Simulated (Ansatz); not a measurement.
**Single-point calculation of WSe$_{2}$ (part 2 of 2)**

The same run, continued: WSe$_{2}$ (P6₃/mmc, 42 atoms in the cell); DFT PBE, scalar-relativistic, plane waves, PAW, no spin polarisation (Ansatz 0.2.0); cutoff 420 eV, 2×2×2 k-mesh, Gaussian smearing of 0.01 eV. The structure derives from a Materials Project entry. It belongs to a series of runs on one base structure; here: the perfect crystal in a cell of 42 atoms.

The program's output, continued
```
  k-point 0: bands = ["-64.0798", "-64.0798", "-64.0720", "-64.0720", "-64.0720", "-64.0720", "-64.0720", "-64.0720", "-64.0720", "-64.0720", ... 163 levels left out ..., "-28.3005", "-28.3005", "-28.3005", "-28.3005", "-28.3005", "-28.3005", "-28.3005", "-28.2968", "-28.2968", "-28.2968", "-28.2968", "-28.2968", "-28.2968", "-28.2968", "-28.2968", "-28.2968", "-28.2968", "-28.2968", "-28.2968", "-28.2369", "-28.2369", "-28.2368", "-28.2368", "-4.7770", "-4.7464", "-3.5598", "-3.5046", "-3.1909", "-3.1909",
      "-3.1909", "-3.1909", "-3.1909", "-3.1909", "-3.1696", "-3.1696", "-3.1696", "-3.1696", "-3.1696", "-3.1696", "-2.7633", "-2.7633", "-2.7633", "-2.7633", "-2.7633", "-2.7633", "-2.7377", "-2.7377", "-2.7377", "-2.7377", "-2.7377", "-2.7377", "3.6706", "3.9318", "4.4756", "4.4756", "4.4756", "4.4756", "4.4756", "4.4756", "4.5163", "4.5163", "4.5163", "4.5163", "4.5163", "4.5163", "5.4028", "5.4028", "5.4028", "5.4028",
      "5.4028", "5.4028", "5.4340", "5.4340", "5.4340", "5.4340", "5.4340", "5.4340", "5.6155", "5.6155", "5.6155", "5.6155", "5.6155", "5.6155", "5.7767", "5.7767", "5.7767", "5.7767", "5.7767", "5.7767", "6.6296", "6.6296", "6.6296", "6.6296", "6.6296", "6.6296", "6.7553", "6.7553", "6.7553", "6.7553", "6.7553", "6.7553", "7.3634", "7.5847", "7.5847", "7.5863", "7.5863", "7.6030", "7.6030", "7.6030",
      "7.6030", "7.6030", "7.6030", "7.6241", "7.6241", "7.6241", "7.6241", "7.6241", "7.6241", "8.1490", "8.1490", "8.1490", "8.1490", "8.1490", "8.1490", "8.2222", "8.2222", "8.2222", "8.2222", "8.2222", "8.2222", "8.2429", "8.6889", "8.6889", "8.6940", "8.6940", "9.2235", "9.2235", "9.2235", "9.2235", "9.2235", "9.2235", "9.2339", "9.2339", "9.2339", "9.2339", "9.2339", "9.2339", "9.3747", "9.8692",
      "11.6683", "11.6683", "11.6683", "11.6683", "11.6683", "11.6683", "12.0412", "12.0412", "12.0412", "12.0412", "12.0412", "12.0412", "12.4532", "12.4532", "12.4532", "12.4532", "12.4532", "12.4532", "12.5014", "12.5014", "12.5014", "12.5014", "12.5014", "12.5014", "12.7626", "12.7626", "12.7626", "12.7626", "12.7626", "12.7626", "12.8185", "12.8185", "12.8248", "12.8248", "12.9725", "12.9725", "12.9971", "12.9971", "13.1240", "13.1240",
      "13.1240", "13.1240", "13.1240", "13.1241", "14.0547", "14.0547", "14.0547", "14.0547", "14.0547", "14.0547", "14.2477"]
  k-point 1: bands = ["-64.0798", "-64.0798", "-64.0720", "-64.0720", "-64.0720", "-64.0720", "-64.0720", "-64.0720", "-64.0720", "-64.0720", ... 163 levels left out ..., "-28.3005", "-28.3005", "-28.3005", "-28.3005", "-28.3005", "-28.3005", "-28.3005", "-28.2968", "-28.2968", "-28.2968", "-28.2968", "-28.2968", "-28.2968", "-28.2968", "-28.2968", "-28.2968", "-28.2968", "-28.2968", "-28.2968", "-28.2369", "-28.2369", "-28.2369", "-28.2369", "-4.7620", "-4.7620", "-3.5319", "-3.5319", "-3.1805", "-3.1805",
      "-3.1805", "-3.1805", "-3.1805", "-3.1805", "-3.1805", "-3.1805", "-3.1805", "-3.1805", "-3.1805", "-3.1805", "-2.7502", "-2.7502", "-2.7502", "-2.7502", "-2.7502", "-2.7502", "-2.7502", "-2.7502", "-2.7502", "-2.7502", "-2.7502", "-2.7502", "3.7943", "3.7943", "4.4961", "4.4961", "4.4961", "4.4961", "4.4961", "4.4961", "4.4961", "4.4961", "4.4961", "4.4961", "4.4961", "4.4961", "5.4110", "5.4110", "5.4110", "5.4110",
      "5.4110", "5.4110", "5.4110", "5.4110", "5.4110", "5.4110", "5.4110", "5.4110", "5.6989", "5.6989", "5.6989", "5.6989", "5.6989", "5.6989", "5.6989", "5.6989", "5.6989", "5.6989", "5.6989", "5.6989", "6.6988", "6.6988", "6.6988", "6.6988", "6.6988", "6.6988", "6.6988", "6.6988", "6.6988", "6.6988", "6.6988", "6.6988", "7.5855", "7.5855", "7.5855", "7.5855", "7.6129", "7.6129", "7.6129", "7.6129",
      "7.6129", "7.6129", "7.6129", "7.6129", "7.6129", "7.6129", "7.6129", "7.6129", "7.7484", "7.7484", "8.1822", "8.1822", "8.1822", "8.1822", "8.1822", "8.1822", "8.1822", "8.1822", "8.1822", "8.1822", "8.1822", "8.1822", "8.6914", "8.6914", "8.6914", "8.6914", "9.2293", "9.2293", "9.2293", "9.2293", "9.2293", "9.2293", "9.2293", "9.2293", "9.2293", "9.2293", "9.2293", "9.2293", "9.6842", "9.6842",
      "11.8347", "11.8347", "11.8347", "11.8347", "11.8347", "11.8347", "11.8347", "11.8347", "11.8347", "11.8347", "11.8347", "11.8347", "12.4678", "12.4678", "12.4678", "12.4678", "12.4678", "12.4678", "12.4678", "12.4678", "12.4678", "12.4678", "12.4678", "12.4678", "12.8213", "12.8213", "12.8213", "12.8213", "12.9731", "12.9731", "12.9731", "12.9731", "12.9731", "12.9731", "12.9731", "12.9731", "12.9731", "12.9731", "12.9731", "12.9731",
      "12.9851", "12.9851", "12.9851", "12.9851", "14.2141", "14.2141", "14.2141", "14.2141", "14.2141", "14.2141", "14.2141"]
  k-point 2: bands = ["-64.0770", "-64.0770", "-64.0770", "-64.0770", "-64.0733", "-64.0733", "-64.0733", "-64.0733", "-64.0709", "-64.0709", ... 163 levels left out ..., "-28.3066", "-28.3065", "-28.3065", "-28.3017", "-28.3017", "-28.3017", "-28.3017", "-28.2951", "-28.2951", "-28.2918", "-28.2918", "-28.2918", "-28.2918", "-28.2860", "-28.2860", "-28.2772", "-28.2772", "-28.2772", "-28.2772", "-28.2538", "-28.2538", "-28.2537", "-28.2537", "-4.2843", "-4.2843", "-4.2547", "-4.2547", "-3.4920", "-3.4920",
      "-3.4672", "-3.4672", "-3.3088", "-3.3088", "-3.2615", "-3.2615", "-2.9137", "-2.9137", "-2.8813", "-2.8813", "-2.8615", "-2.8489", "-2.7014", "-2.7014", "-2.6920", "-2.6920", "-2.6183", "-2.6057", "-2.5187", "-2.5187", "-2.5090", "-2.5090", "3.6481", "3.6920", "4.2767", "4.2767", "4.2954", "4.2954", "4.3076", "4.3076", "4.5527", "4.5527", "4.6283", "4.6283", "4.6975", "4.6975", "4.7789", "4.7789", "4.7962", "4.7962",
      "4.8817", "4.9148", "5.4187", "5.4187", "5.5959", "5.5959", "5.6949", "5.6949", "5.7124", "5.7793", "5.7793", "5.8521", "5.8808", "5.8808", "5.9683", "5.9683", "6.3121", "6.3121", "6.3194", "6.3194", "6.5935", "6.5935", "6.6813", "6.6813", "6.6884", "6.6884", "6.7317", "6.7317", "6.7332", "6.7332", "6.9561", "6.9669", "7.0478", "7.0478", "7.0658", "7.0658", "7.1183", "7.1183", "7.7399", "7.7399",
      "7.7432", "7.7432", "7.7774", "7.7774", "7.7833", "7.7973", "7.7973", "7.8092", "8.0031", "8.0031", "8.0073", "8.0073", "8.1050", "8.1050", "8.2262", "8.2262", "8.2381", "8.2381", "8.2797", "8.2797", "8.6023", "8.6023", "8.8874", "8.8874", "8.9339", "8.9530", "8.9628", "8.9927", "8.9953", "8.9953", "9.0170", "9.0170", "9.2403", "9.2403", "9.3979", "9.3979", "9.5998", "9.5998", "9.6539", "9.6539",
      "11.6721", "11.6721", "11.7111", "11.7111", "11.8601", "11.8601", "11.9071", "11.9071", "11.9972", "11.9972", "12.1665", "12.1665", "12.2487", "12.2487", "12.2515", "12.2515", "12.2647", "12.2708", "12.3936", "12.3936", "12.4132", "12.4132", "12.4795", "12.4795", "12.4844", "12.4844", "12.5819", "12.6843", "12.7414", "12.7414", "12.8275", "12.8275", "12.9088", "12.9088", "13.0377", "13.0377", "13.1369", "13.1369", "13.1701", "13.1701",
      "13.3733", "13.5341", "13.5341", "13.6043", "13.6043", "13.8657", "14.0160", "14.0160", "14.1393", "14.1879", "14.1879"]
  k-point 3: bands = ["-64.0770", "-64.0770", "-64.0770", "-64.0770", "-64.0733", "-64.0733", "-64.0733", "-64.0733", "-64.0709", "-64.0709", ... 163 levels left out ..., "-28.3066", "-28.3066", "-28.3066", "-28.3017", "-28.3017", "-28.3017", "-28.3017", "-28.2951", "-28.2951", "-28.2918", "-28.2918", "-28.2918", "-28.2918", "-28.2860", "-28.2860", "-28.2772", "-28.2772", "-28.2772", "-28.2772", "-28.2538", "-28.2538", "-28.2538", "-28.2538", "-4.2699", "-4.2699", "-4.2699", "-4.2699", "-3.4800", "-3.4800",
      "-3.4800", "-3.4800", "-3.2848", "-3.2848", "-3.2848", "-3.2848", "-2.8972", "-2.8972", "-2.8972", "-2.8972", "-2.8554", "-2.8554", "-2.6968", "-2.6968", "-2.6968", "-2.6968", "-2.6118", "-2.6118", "-2.5137", "-2.5137", "-2.5137", "-2.5137", "3.6698", "3.6698", "4.2921", "4.2921", "4.2921", "4.2921", "4.4154", "4.4154", "4.4154", "4.4154", "4.6629", "4.6629", "4.6629", "4.6629", "4.7874", "4.7874", "4.7874", "4.7874",
      "4.8963", "4.8963", "5.4829", "5.4829", "5.4829", "5.4829", "5.7608", "5.7608", "5.7608", "5.7608", "5.7845", "5.7845", "5.9205", "5.9205", "5.9205", "5.9205", "6.3156", "6.3156", "6.3156", "6.3156", "6.6288", "6.6288", "6.6288", "6.6288", "6.7263", "6.7263", "6.7263", "6.7263", "6.9147", "6.9147", "6.9147", "6.9147", "6.9615", "6.9615", "7.0861", "7.0861", "7.0861", "7.0861", "7.7582", "7.7582",
      "7.7582", "7.7582", "7.7638", "7.7638", "7.7638", "7.7638", "7.7951", "7.7951", "8.0053", "8.0053", "8.0053", "8.0053", "8.1728", "8.1728", "8.1728", "8.1728", "8.2451", "8.2451", "8.2451", "8.2451", "8.7058", "8.7058", "8.7058", "8.7058", "8.9441", "8.9441", "8.9777", "8.9777", "9.0080", "9.0080", "9.0080", "9.0080", "9.3476", "9.3476", "9.3476", "9.3476", "9.6271", "9.6271", "9.6271", "9.6271",
      "11.8313", "11.8313", "11.8313", "11.8313", "11.8842", "11.8842", "11.8842", "11.8842", "11.9045", "11.9045", "11.9045", "11.9045", "12.2677", "12.2677", "12.2914", "12.2914", "12.2914", "12.2914", "12.3851", "12.3851", "12.3851", "12.3851", "12.4707", "12.4707", "12.4707", "12.4707", "12.6364", "12.6364", "12.9034", "12.9034", "12.9034", "12.9034", "12.9908", "12.9908", "12.9908", "12.9908", "13.0471", "13.0471", "13.0471", "13.0471",
      "13.5682", "13.5682", "13.5682", "13.5682", "13.5718", "13.5718", "14.0927", "14.0927", "14.0927", "14.0927", "14.2634"]
```

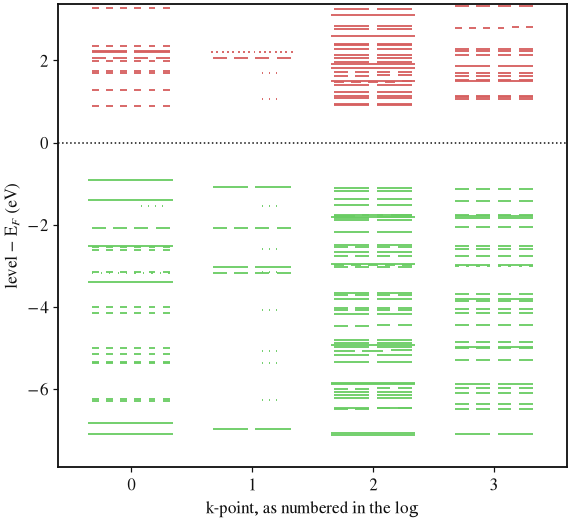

Figure 1. Kohn–Sham levels near the Fermi level (dotted) at the few k-points that the log prints; levels within 0.02 eV of each other stand side by side. Among these points the highest filled and lowest empty levels are 1.80 eV apart, which is the gap on the mesh.

Key numbers

- outcome: converged
- space group (tolerance 0.01 Å): P6₃/mmc (194)
- electrons treated: 644
- free energy: −298545.2509 eV
- Fermi energy: 10.769 eV
- gap on the k-point mesh: 1.80 eV
- pressure: 0.04 GPa
- largest force (length of the vector): 0.003 eV/Å
- hardware: 4 threads of Arm Neoverse V2, 24 GiB of memory available, shared host
- wall time: 29 s (CPU time 1.9 min)
- peak memory: 6.1 GiB

Notes

Spin–orbit coupling is left out, which matters for W.
